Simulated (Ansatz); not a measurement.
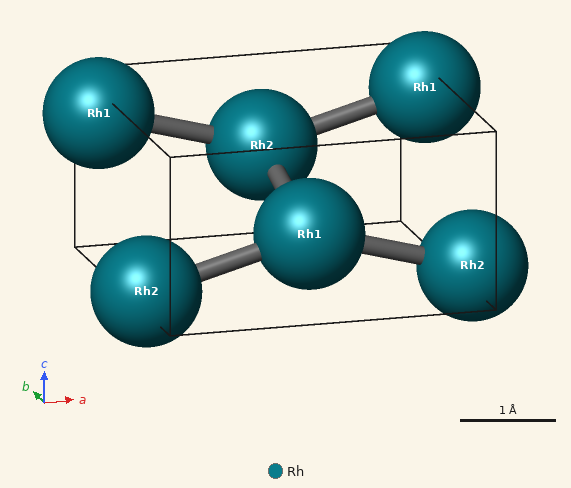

Figure 1. The structure as given in the input (ball-and-stick view of the cell 2 times as large as that of the calculation, set on its symmetry axes, seen slightly off an axis; atoms are numbered from 1 in the order of the input). An atom can appear more than once, as a periodic image.

**Two runs on Rh**

System: Rh (I4₁/amd, 2 atoms in the cell).
Method of run A: DFT, PBE, norm-conserving pseudopotentials, Ansatz's default files, scalar-relativistic, no spin polarisation (Ansatz 0.2.0).

Text and figures count atoms from 1; the logs count them from 0 in places.

Input file, run A:
```yaml
crystal:
  lattice:
    - [-1.7880245185, 1.7880245185, 0.9770188383]
    - [1.7880245185, -1.7880245185, 0.9770188383]
    - [1.7880245185, 1.7880245185, -0.9770188383]
  atoms:
    - { symbol: Rh, position: [-0.375, -0.125, -0.25] }
    - { symbol: Rh, position: [0.375, 0.125, 0.25] }
kpoints:
  mp_grid: { grid: [18, 18, 18] }
scf:
  occupations: { method: fermi_dirac, width: 0.08 }
hamiltonian:
  xc: pbe
  pseudopotentials: { kind: nc }
output:
  forces: true
  stress: true
  eigenvalues: true
```

Launched with:
```bash
ansatz run input.yaml --threads 1 --pin off --max-ram 2048MiB --backend cpu --events-out ev --progress --plain --runs-dir out
```

Hardware: 1 thread of Arm Neoverse V1, 24 GiB of memory available, shared host.

Output, shortened to warnings, some set-up lines, iterations and results (run A):
```
Basis set: ecut = 1197.300995 eV, 1173 PW (Γ), exchange–correlation on 64×64×64 points (8 copies of the dense FFT grid, shifted against one another)
Symmetry: 16 space group operations
k-points: 480 of 5832
Initial density: superposition of atomic densities (chi_scale 0.1, normalization cell)
[...]
SCF iter   1: F=—  HF=-6339.420585 eV  |F-HF|=—  |Δ(HF+E_count)|=         —  Δρ=6.98e-2  dr2=1.52e-1  ethr=3.10e-3  ⟨swp⟩=10.8  Hψ=77381  notcnv=0
SCF iter   2: F=—  HF=-6339.375646 eV  |F-HF|=—  |Δ(HF+E_count)|=   4.49e-2  Δρ=3.31e-2  dr2=3.19e-2  ethr=4.48e-4  ⟨swp⟩=3.5  Hψ=20825  notcnv=0  defer=34
SCF iter   3: F=—  HF=-6339.363674 eV  |F-HF|=—  |Δ(HF+E_count)|=   1.20e-2  Δρ=2.50e-3  dr2=1.82e-4  ethr=9.37e-5  ⟨swp⟩=2.6  Hψ=21367  notcnv=0  defer=34
SCF iter   4: F=—  HF=-6339.363668 eV  |F-HF|=—  |Δ(HF+E_count)|=   5.62e-6  Δρ=4.30e-4  dr2=3.32e-6  ethr=5.36e-7  ⟨swp⟩=4.0  Hψ=24057  notcnv=0  defer=34
SCF iter   5: F=—  HF=-6339.363667 eV  |F-HF|=—  |Δ(HF+E_count)|=   9.03e-7  Δρ=5.46e-5  dr2=1.26e-7  ethr=2.94e-10  ⟨swp⟩=17.0  Hψ=78997  notcnv=0
SCF iter   6: F=-6339.363667 eV  HF=-6339.363667 eV  |F-HF|=5.61e-10  |Δ(HF+E_count)|=   5.23e-8  Δρ=6.56e-6  dr2=1.15e-9  ethr=2.94e-10  ⟨swp⟩=7.5  Hψ=49738  notcnv=0
SCF 1 converged in 6 iterations: F = -6339.363667 eV  dr2 = 1.15e-9
SCF converged after 6 iterations
Free energy (F): -6339.363667 eV
Harris-Foulkes:  -6339.363667 eV  (|F-HF|=5.61e-10)
Internal energy: -6339.344621 eV  (E = F + TS)
E sigma→0 (E₀):  -6339.354144 eV
Entropy (-TS):   -0.019046 eV (-9.523 meV/atom)
Fermi energy:    56.752325 eV
--- Per-component energies (eV) ---
  E_band       = 819.585445
  E_kinetic    = 2320.292923
  E_local      = -2314.479027  (includes V_loc(G=0)·N_el)
  E_nonlocal   = 651.216352
  E_hartree    = 541.394779
  E_xc         = -1079.392675
  E_vxc        = -920.235632  (∫ρ·V_xc dr)
  E_ewald      = -6458.376972
  E_smearing   = -0.019046  (= −TS)
  E_closure    = 0.000000  (closes the sum)
  Σ components = -6339.363667   (vs F -6339.363667, Δ=0.00e0)
--- Forces (eV/Å), atoms counted from 1 ---
  atom   1  Rh    -0.00000000     0.00000000     0.00000000
  atom   2  Rh     0.00000000     0.00000000     0.00000000
  max |Σ_I F_I| component: 4.34e-19 eV/Å
--- Stress (GPa, compression-positive) ---
     1625.582500      -0.000000      -0.000000
       -0.000000    1625.582500      -0.000000
        0.000000      -0.000000    1618.089365
  P = ⅓ Tr σ = 1623.0848 GPa (16230.848 kbar)
```

For run B the input was changed thus:
```diff
-  pseudopotentials: { kind: nc }
+  pseudopotentials: { kind: all_electron, datasets: crystal }
```

What does this change do to the results?

The total energies belong to different models, so their difference says nothing on which is more stable or more accurate. The pressure goes from 1623.08 to 1612.86 GPa. The SCF takes 7 iterations against 6. The plane waves at Γ go from 1173 to 485. On the same kind of shared host run B took about 2.8 times as long. The two runs start from different initial densities, which also moves the count.

Output, shortened to warnings, some set-up lines, iterations and results (run B):
```
Basis set: ecut = 660 eV, 485 PW (Γ), exchange–correlation on 48×48×48 points (8 copies of the dense FFT grid, shifted against one another)
Symmetry: 16 space group operations
k-points: 480 of 5832
Initial density: superposition of atomic densities (neutral atoms: chi_scale 0, normalization atom)
[...]
SCF iter   1: F=—  HF=-260332.729912 eV  |F-HF|=—  |Δ(HF+E_count)|=         —  Δρ=8.25e-2  dr2=2.47e-1  ethr=1.05e-3  ⟨swp⟩=5.1  Hψ=59247  notcnv=0
SCF iter   2: F=—  HF=-260332.880176 eV  |F-HF|=—  |Δ(HF+E_count)|=   1.50e-1  Δρ=4.97e-2  dr2=1.02e-1  ethr=7.27e-4  ⟨swp⟩=2.1  Hψ=20151  notcnv=0  defer=30
SCF iter   3: F=—  HF=-260332.884477 eV  |F-HF|=—  |Δ(HF+E_count)|=   4.30e-3  Δρ=1.02e-2  dr2=7.41e-3  ethr=2.15e-5  ⟨swp⟩=2.2  Hψ=49701  notcnv=0  defer=76
SCF iter   4: F=—  HF=-260332.881627 eV  |F-HF|=—  |Δ(HF+E_count)|=   2.85e-3  Δρ=1.09e-3  dr2=3.66e-5  ethr=2.15e-5  ⟨swp⟩=3.0  Hψ=23492  notcnv=0  defer=3
SCF iter   5: F=—  HF=-260332.882502 eV  |F-HF|=—  |Δ(HF+E_count)|=   8.75e-4  Δρ=3.88e-4  dr2=2.14e-6  ethr=1.08e-7  ⟨swp⟩=3.0  Hψ=29669  notcnv=0  defer=12
SCF iter   6: F=—  HF=-260332.882503 eV  |F-HF|=—  |Δ(HF+E_count)|=   1.25e-6  Δρ=1.09e-4  dr2=1.89e-7  ethr=6.31e-9  ⟨swp⟩=2.1  Hψ=18519  notcnv=0  defer=5
SCF iter   7: F=-260332.882504 eV  HF=-260332.882504 eV  |F-HF|=3.20e-9  |Δ(HF+E_count)|=   2.55e-7  Δρ=1.40e-5  dr2=8.21e-9  ethr=5.55e-10  ⟨swp⟩=3.0  Hψ=22752  notcnv=0  …
SCF 1 converged in 7 iterations: F = -260332.882503 eV  dr2 = 8.21e-9
  Residual-converged pass: ⟨swp⟩=3.0  Hψ=22920  notcnv=0  max |occ|·‖R‖ = 5.3e-6 eV (tolerance 5.3e-6 eV)  dr2=8.19e-9  dr2_onsite=1.22e-8  max |Δocc| = 3.6e-8
SCF converged after 7 iterations
Free energy (F): -260332.882503 eV
Harris-Foulkes:  -260332.882503 eV  (|F-HF|=3.20e-9)
Internal energy: -260332.863484 eV  (E = F + TS)
E sigma→0 (E₀):  -260332.872994 eV
Entropy (-TS):   -0.019020 eV (-9.510 meV/atom)
Past the cutoff: the bands carry plane waves up to 1.75 times it, of which those up to 1.5 times it add -0.000287 eV an atom, each by itself; the spheres take 0.000154 eV an atom off the energy for waves past 1.75 times it
By the cutoff:   a pressure is off by up to 0.009 GPa (1.2 times the spheres' own share and the shells' term, over an atom's volume, and 0.004 GPa: a bound that held against runs at twice the plane waves)
Past the cutoffs: a stress includes 0.0020 GPa for waves and charges beyond them, in addition to the slope of what the spheres take
In the spheres:  the bands' charges fall short by 2.3e-7 e at most (sound up to 1e-3)
Fermi energy:    60.954070 eV
--- Per-component energies (eV) ---
  E_band       = 961.680744
  E_kinetic    = 1865.104331
  E_local      = -992.243181  (includes V_loc(G=0)·N_el)
  E_nonlocal   = -69.345807
  E_hartree    = 643.060636
  E_xc         = -585.022531
  E_vxc        = -764.602501  (∫ρ·V_xc dr)
  E_paw        = -261624.064949  (= ΣΔE_a)
  E_vpaw       = -7251.380436  (= ΣTr[D̂ρ^β])
  E_ewald      = -6458.376972
  E_smearing   = -0.019020  (= −TS)
  E_closure    = 6888.024988  (closes the sum)
  Σ components = -260332.882503   (vs F -260332.882503, Δ=0.00e0)
  The terms above E_closure are by the made datasets' own strengths, without shells solved beside the bands.
--- Forces (eV/Å), atoms counted from 1 ---
  atom   1  Rh     0.00000000     0.00000000     0.00000000
  atom   2  Rh     0.00000000     0.00000000     0.00000000
  max |Σ_I F_I| component: 1.39e-17 eV/Å
--- Stress (GPa, compression-positive) ---
     1614.345326       0.000000       0.000000
        0.000000    1614.345326       0.000000
        0.000000      -0.000000    1609.886016
  P = ⅓ Tr σ = 1612.8589 GPa (16128.589 kbar)
```

The two runs side by side:

| quantity | run A | run B |
| --- | --- | --- |
| outcome | converged | converged |
| free energy per atom (eV) | −3169.6818 | −130166.4413 |
| energy per atom, smearing taken to zero (eV) | −3169.6771 | −130166.4365 |
| pressure (GPa) | 1623.08 | 1612.86 |
| largest force (eV/Å) | 0.000 | 0.000 |
| SCF iterations | 6 | 7 |
| irreducible k-points | 480 | 480 |
| plane waves at Γ | 1173 | 485 |
| wall time (shared host) | 35 s | 96 s |

For run A: The cell is under a pressure of 1623 GPa at this level, so it is not at its equilibrium volume. For run B: The cell is under a pressure of 1613 GPa at this level, so it is not at its equilibrium volume.
